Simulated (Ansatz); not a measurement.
# Single-point calculation of C₁₂₈ (part 1 of 2)

System: C₁₂₈ (128 atoms in the cell).
Method: DFT, r2SCAN, PAW, plane waves (Ansatz 0.2.0).

The structure was built on a prototype by a generator.

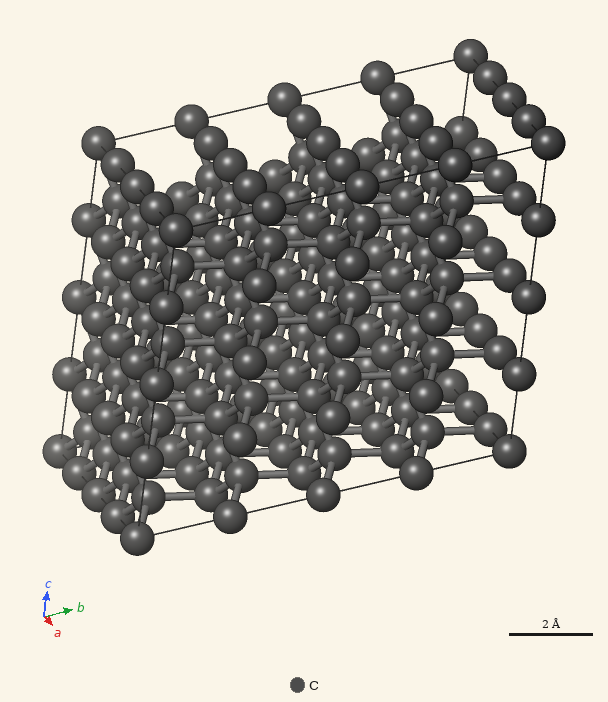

Fig. 1: The input geometry (ball-and-stick view of the cell of the calculation, seen slightly off an axis). Near neighbours in the crystal (not all of them lie inside the picture): C has 4 C at 1.54 Å.

**Input**
```yaml
crystal:
  lattice:
    - [0.000000, 7.107606, 7.107606]
    - [7.107606, 0.000000, 7.107606]
    - [7.107606, 7.107606, 0.000000]
  atoms:
    - { symbol: C, position: [0.000000, 0.000000, 0.000000] }
    - { symbol: C, position: [0.500000, 0.000000, 0.000000] }
    - { symbol: C, position: [0.000000, 0.500000, 0.000000] }
    - { symbol: C, position: [0.000000, 0.000000, 0.500000] }
    - { symbol: C, position: [0.250000, 0.250000, 0.250000] }
    - { symbol: C, position: [0.500000, 0.500000, 0.000000] }
    - { symbol: C, position: [0.500000, 0.000000, 0.500000] }
    - { symbol: C, position: [0.750000, 0.250000, 0.250000] }
    - { symbol: C, position: [0.000000, 0.500000, 0.500000] }
    - { symbol: C, position: [0.250000, 0.750000, 0.250000] }
    - { symbol: C, position: [0.250000, 0.250000, 0.750000] }
    - { symbol: C, position: [0.500000, 0.500000, 0.500000] }
    - { symbol: C, position: [0.750000, 0.750000, 0.250000] }
    - { symbol: C, position: [0.750000, 0.250000, 0.750000] }
    - { symbol: C, position: [0.250000, 0.750000, 0.750000] }
    - { symbol: C, position: [0.750000, 0.750000, 0.750000] }
    - { symbol: C, position: [0.062500, 0.062500, 0.062500] }
    - { symbol: C, position: [0.562500, 0.062500, 0.062500] }
    - { symbol: C, position: [0.062500, 0.562500, 0.062500] }
    - { symbol: C, position: [0.062500, 0.062500, 0.562500] }
    - { symbol: C, position: [0.312500, 0.312500, 0.312500] }
    - { symbol: C, position: [0.562500, 0.562500, 0.062500] }
    - { symbol: C, position: [0.562500, 0.062500, 0.562500] }
    - { symbol: C, position: [0.812500, 0.312500, 0.312500] }
    - { symbol: C, position: [0.062500, 0.562500, 0.562500] }
    - { symbol: C, position: [0.312500, 0.812500, 0.312500] }
    - { symbol: C, position: [0.312500, 0.312500, 0.812500] }
    - { symbol: C, position: [0.562500, 0.562500, 0.562500] }
    - { symbol: C, position: [0.812500, 0.812500, 0.312500] }
    - { symbol: C, position: [0.812500, 0.312500, 0.812500] }
    - { symbol: C, position: [0.312500, 0.812500, 0.812500] }
    - { symbol: C, position: [0.812500, 0.812500, 0.812500] }
    - { symbol: C, position: [0.000000, 0.000000, 0.250000] }
    - { symbol: C, position: [0.250000, 0.250000, 0.000000] }
    - { symbol: C, position: [0.500000, 0.000000, 0.250000] }
    - { symbol: C, position: [0.750000, 0.250000, 0.000000] }
    - { symbol: C, position: [0.000000, 0.500000, 0.250000] }
    - { symbol: C, position: [0.250000, 0.750000, 0.000000] }
    - { symbol: C, position: [0.000000, 0.000000, 0.750000] }
    - { symbol: C, position: [0.250000, 0.250000, 0.500000] }
    - { symbol: C, position: [0.500000, 0.500000, 0.250000] }
    - { symbol: C, position: [0.750000, 0.750000, 0.000000] }
    - { symbol: C, position: [0.500000, 0.000000, 0.750000] }
    - { symbol: C, position: [0.750000, 0.250000, 0.500000] }
    - { symbol: C, position: [0.000000, 0.500000, 0.750000] }
    - { symbol: C, position: [0.250000, 0.750000, 0.500000] }
    - { symbol: C, position: [0.500000, 0.500000, 0.750000] }
    - { symbol: C, position: [0.750000, 0.750000, 0.500000] }
    - { symbol: C, position: [0.062500, 0.062500, 0.312500] }
    - { symbol: C, position: [0.312500, 0.312500, 0.062500] }
    - { symbol: C, position: [0.562500, 0.062500, 0.312500] }
    - { symbol: C, position: [0.812500, 0.312500, 0.062500] }
    - { symbol: C, position: [0.062500, 0.562500, 0.312500] }
    - { symbol: C, position: [0.312500, 0.812500, 0.062500] }
    - { symbol: C, position: [0.062500, 0.062500, 0.812500] }
    - { symbol: C, position: [0.312500, 0.312500, 0.562500] }
    - { symbol: C, position: [0.562500, 0.562500, 0.312500] }
    - { symbol: C, position: [0.812500, 0.812500, 0.062500] }
    - { symbol: C, position: [0.562500, 0.062500, 0.812500] }
    - { symbol: C, position: [0.812500, 0.312500, 0.562500] }
    - { symbol: C, position: [0.062500, 0.562500, 0.812500] }
    - { symbol: C, position: [0.312500, 0.812500, 0.562500] }
    - { symbol: C, position: [0.562500, 0.562500, 0.812500] }
    - { symbol: C, position: [0.812500, 0.812500, 0.562500] }
    - { symbol: C, position: [0.000000, 0.250000, 0.000000] }
    - { symbol: C, position: [0.250000, 0.000000, 0.250000] }
    - { symbol: C, position: [0.500000, 0.250000, 0.000000] }
    - { symbol: C, position: [0.750000, 0.000000, 0.250000] }
    - { symbol: C, position: [0.000000, 0.750000, 0.000000] }
    - { symbol: C, position: [0.000000, 0.250000, 0.500000] }
    - { symbol: C, position: [0.250000, 0.500000, 0.250000] }
    - { symbol: C, position: [0.500000, 0.750000, 0.000000] }
    - { symbol: C, position: [0.250000, 0.000000, 0.750000] }
    - { symbol: C, position: [0.500000, 0.250000, 0.500000] }
    - { symbol: C, position: [0.750000, 0.500000, 0.250000] }
    - { symbol: C, position: [0.750000, 0.000000, 0.750000] }
    - { symbol: C, position: [0.000000, 0.750000, 0.500000] }
    - { symbol: C, position: [0.250000, 0.500000, 0.750000] }
    - { symbol: C, position: [0.500000, 0.750000, 0.500000] }
    - { symbol: C, position: [0.750000, 0.500000, 0.750000] }
    - { symbol: C, position: [0.062500, 0.312500, 0.062500] }
    - { symbol: C, position: [0.312500, 0.062500, 0.312500] }
    - { symbol: C, position: [0.562500, 0.312500, 0.062500] }
    - { symbol: C, position: [0.812500, 0.062500, 0.312500] }
    - { symbol: C, position: [0.062500, 0.812500, 0.062500] }
    - { symbol: C, position: [0.062500, 0.312500, 0.562500] }
    - { symbol: C, position: [0.312500, 0.562500, 0.312500] }
    - { symbol: C, position: [0.562500, 0.812500, 0.062500] }
    - { symbol: C, position: [0.312500, 0.062500, 0.812500] }
    - { symbol: C, position: [0.562500, 0.312500, 0.562500] }
    - { symbol: C, position: [0.812500, 0.562500, 0.312500] }
    - { symbol: C, position: [0.812500, 0.062500, 0.812500] }
    - { symbol: C, position: [0.062500, 0.812500, 0.562500] }
    - { symbol: C, position: [0.312500, 0.562500, 0.812500] }
    - { symbol: C, position: [0.562500, 0.812500, 0.562500] }
    - { symbol: C, position: [0.812500, 0.562500, 0.812500] }
    - { symbol: C, position: [0.250000, 0.000000, 0.000000] }
    - { symbol: C, position: [0.750000, 0.000000, 0.000000] }
    - { symbol: C, position: [0.000000, 0.250000, 0.250000] }
    - { symbol: C, position: [0.250000, 0.500000, 0.000000] }
    - { symbol: C, position: [0.250000, 0.000000, 0.500000] }
    - { symbol: C, position: [0.500000, 0.250000, 0.250000] }
    - { symbol: C, position: [0.750000, 0.500000, 0.000000] }
    - { symbol: C, position: [0.750000, 0.000000, 0.500000] }
    - { symbol: C, position: [0.000000, 0.750000, 0.250000] }
    - { symbol: C, position: [0.000000, 0.250000, 0.750000] }
    - { symbol: C, position: [0.250000, 0.500000, 0.500000] }
    - { symbol: C, position: [0.500000, 0.750000, 0.250000] }
    - { symbol: C, position: [0.500000, 0.250000, 0.750000] }
    - { symbol: C, position: [0.750000, 0.500000, 0.500000] }
    - { symbol: C, position: [0.000000, 0.750000, 0.750000] }
    - { symbol: C, position: [0.500000, 0.750000, 0.750000] }
    - { symbol: C, position: [0.312500, 0.062500, 0.062500] }
    - { symbol: C, position: [0.812500, 0.062500, 0.062500] }
    - { symbol: C, position: [0.062500, 0.312500, 0.312500] }
    - { symbol: C, position: [0.312500, 0.562500, 0.062500] }
    - { symbol: C, position: [0.312500, 0.062500, 0.562500] }
    - { symbol: C, position: [0.562500, 0.312500, 0.312500] }
    - { symbol: C, position: [0.812500, 0.562500, 0.062500] }
    - { symbol: C, position: [0.812500, 0.062500, 0.562500] }
    - { symbol: C, position: [0.062500, 0.812500, 0.312500] }
    - { symbol: C, position: [0.062500, 0.312500, 0.812500] }
    - { symbol: C, position: [0.312500, 0.562500, 0.562500] }
    - { symbol: C, position: [0.562500, 0.812500, 0.312500] }
    - { symbol: C, position: [0.562500, 0.312500, 0.812500] }
    - { symbol: C, position: [0.812500, 0.562500, 0.562500] }
    - { symbol: C, position: [0.062500, 0.812500, 0.812500] }
    - { symbol: C, position: [0.562500, 0.812500, 0.812500] }
  symmetry: { detect: false }
kpoints:
  mp_grid: { grid: [1, 1, 1], shift: [0.25, 0.25, 0.25] }
hamiltonian:
  xc: r2scan
scf:
  occupations: { method: fermi_dirac, width: 0.01 }
output:
  forces: true
  eigenvalues: true
  populations: true
  eigenstates: { kpoints: [[0.25, 0.25, 0.25]], e_range: [-6.0, 6.0], localisation: true }
```

Run on 7 CPU threads, shared host.

**The program's output**
```
Pseudopotentials: kind: paw
Functional definition: r2SCAN
  parameter k0 = 0.174
  parameter k1 = 0.065
  parameter a1 = 4.9479
  exchange = r2scan_x(k0 = k0, k1 = k1, a1 = a1)
  correlation = r2scan_c
Crystal: 128 atoms, lattice volume = 718.125 Å³
Basis set: ecut = 500 eV, 18149 PW (Γ), exchange–correlation on 300×300×300 points (64 copies of the dense FFT grid, shifted against one another)
Bands: 384, of which v1, the nominal top of the filled ones, is band 256 counted from 1 (255 counted from 0)
Symmetry: 1 space group operations
k-points: 1
Non-local potential: C, projectors of the file, l = 0: 2, l = 1: 2, l = 2: 1
PAW form: soft (Blöchl's): semilocal exchange-correlation on the pseudo side does not see the compensation charge
PAW frozen core: C, regenerated for the run's functional (the file was generated under x = pbe(κ = 0.804, μ = 0.2195149727645171), c = pbe(β = 0.06672455060314922))
PAW one-centre angular grid: C, 302 points (default); XC on 239 of its mesh's 2573 points in the sphere
Initial density: superposition of atomic densities (neutral atoms: chi_scale 0, normalization atom), corrected by the library's trained network
Initial wavefunctions: pseudopotential atomic-orbital guess
Functional: x = r2scan, c = r2scan; τ floored in thin density (d = 2e-4 eV/Å³)
SCF iter   1: F=—  HF=-32190.898321 eV  |F-HF|=—  |Δ(HF+E_count)|=         —  Δρ=9.03e-3  dr2=1.58e-1  dr2_τ=2.57e1  ethr=1.77e-3  ⟨swp⟩=6.0  Hψ=1735  notcnv=0  defer=23
preconditioner: auto → Resta (q_TF=auto, 2.579 Å⁻¹)  ε∞=4.0  [insulator: Δε(μ)=5.030 eV  Ē_g=18.145 eV  σ=0.010 eV  W_gap=1.00  n_scr=180 (ndim 8)  ℏωp=31.4 eV  f_vac=0.000  D(μ)=0.00/eV (n_scr^D=0)  ε∞_Penn≈4.0]
SCF iter   2: F=—  HF=-32194.647977 eV  |F-HF|=—  |Δ(HF+E_count)|=    3.75e0  Δρ=6.26e-3  dr2=7.95e-2  dr2_τ=4.38e-3  ethr=3.08e-5  ⟨swp⟩=3.0  Hψ=762  notcnv=0  defer=119
SCF iter   3: F=—  HF=-32194.652509 eV  |F-HF|=—  |Δ(HF+E_count)|=   4.53e-3  Δρ=1.80e-3  dr2=7.14e-3  dr2_τ=1.86e-3  ethr=1.55e-5  ⟨swp⟩=3.0  Hψ=517  notcnv=0  defer=119
SCF iter   4: F=—  HF=-32194.654538 eV  |F-HF|=—  |Δ(HF+E_count)|=   2.03e-3  Δρ=5.43e-4  dr2=7.09e-4  dr2_τ=3.93e-5  ethr=1.40e-6  ⟨swp⟩=2.0  Hψ=519  notcnv=0  defer=119
SCF iter   5: F=—  HF=-32194.654571 eV  |F-HF|=—  |Δ(HF+E_count)|=   3.31e-5  Δρ=3.36e-5  dr2=4.80e-6  dr2_τ=3.84e-7  ethr=1.39e-7  ⟨swp⟩=2.0  Hψ=473  notcnv=0  defer=119
SCF iter   6: F=—  HF=-32194.653894 eV  |F-HF|=—  |Δ(HF+E_count)|=   6.77e-4  Δρ=1.09e-5  dr2=2.58e-7  dr2_τ=6.66e-8  ethr=9.38e-10  ⟨swp⟩=2.0  Hψ=521  notcnv=0  defer=119
SCF iter   7: F=-32194.653894 eV  HF=-32194.653894 eV  |F-HF|=2.17e-8  |Δ(HF+E_count)|=   1.81e-7  Δρ=4.17e-6  dr2=3.79e-8  dr2_τ=5.41e-9  ethr=1.95e-11  ⟨swp⟩=21.0  Hψ=2453  notcnv=0
SCF 1 converged in 7 iterations: F = -32194.653894 eV  dr2 = 3.79e-8
  greatest PAW one-centre occupation: 0.658 electrons in one spin orbital (limit 2), on the C atom at site 0 (counted from 0), in its partial waves of l = 0
```

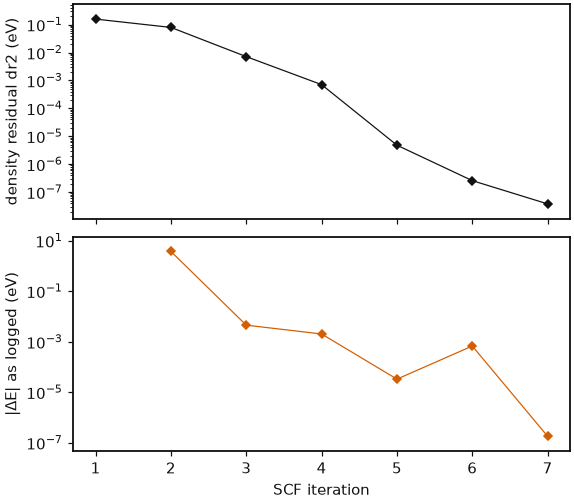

Fig. 2: Convergence of the self-consistent field: density residual dr2 and size of the energy change against the SCF iteration. The residual falls at every step.

```
NSCF: frozen V_eff on 1 k-points
SCF converged after 7 iterations
Free energy (F): -32194.653894 eV
Harris-Foulkes:  -32194.653894 eV  (|F-HF|=2.17e-8)
Internal energy: -32194.653894 eV  (E = F + TS)
E sigma→0 (E₀):  -32194.653894 eV
Fermi energy:    15.829085 eV
--- Per-component energies (eV) ---
  E_band       = 2013.576620
  E_kinetic    = 11853.867567
  E_local      = -7720.639241  (includes V_loc(G=0)·N_el)
  E_nonlocal   = 3366.870911
  E_hartree    = 1704.893745
  E_xc         = -6147.087984
  E_vxc        = -8494.788204  (∫ρ·V_xc dr)
  E_paw        = -12898.792815  (= ΣΔE_a)
  E_vpaw       = -849.738230  (= ΣTr[D̂ρ^β])
  E_aug_tail   = 0.000554  (compensation charges beyond the density's cutoff)
  E_vtau       = 448.215037  (kinetic-family band-sum trace: ∫τ·v_τ [+ j·A + Jᵃ·Aᵃ] dr)
  E_ewald      = -22350.595593
  E_core_change = -3.171038  (= ΣΔE_core)
  E_smearing   = -0.000000  (= −TS)
  E_closure    = -0.000000  (closes the sum)
  Σ components = -32194.653894   (vs F -32194.653894, Δ=0.00e0)
```
